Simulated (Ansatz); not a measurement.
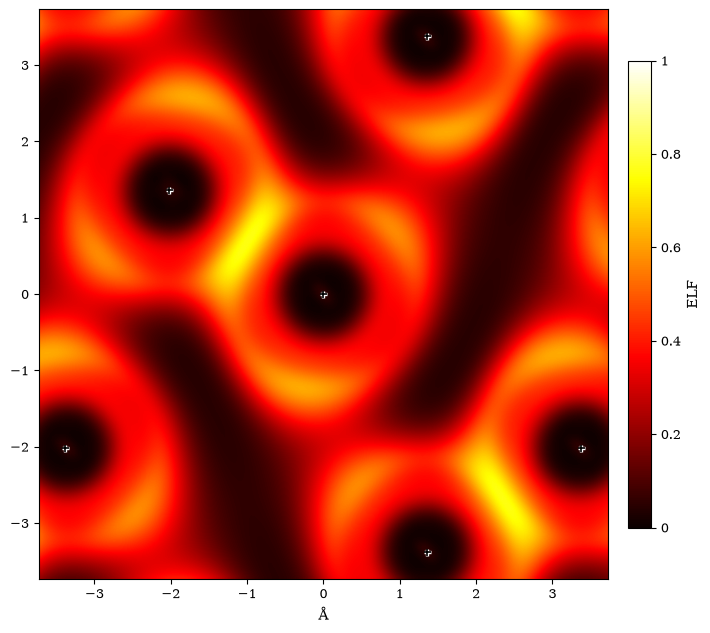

The ELF on a plane through atoms (crosses mark nuclei in the plane).

Theory: DFT r2SCAN, scalar-relativistic, plane waves, PAW in Ansatz.

Candidates:
A. Ge, a = 6.76 Å, b = 6.76 Å, c = 7.18 Å, α = 90.00°, β = 90.00°, γ = 90.00°. Space group Ibca; a structure from a database of computed crystals, not necessarily the ambient phase; changed on purpose from its base cell (strain -0.030 along x and y, +0.030 along z, atoms carried along); not relaxed (largest force 0.3 eV/Å); computed pressure about 3 GPa in this cell.
B. AlN, a = 2.79 Å, b = 2.84 Å, c = 3.02 Å, α = 63.65°, β = 71.04°, γ = 64.94°. Space group P1; a structure from a database of computed crystals, not necessarily the ambient phase; changed on purpose from its base cell (all atoms moved at random, sigma 0.1 A a component, cell strained at random, sigma 0.1; relaxed back); computed pressure about 19 GPa in this cell.

### Which system is this?

Candidate A: Ge on the (001) plane of the conventional cell, which holds Ge.
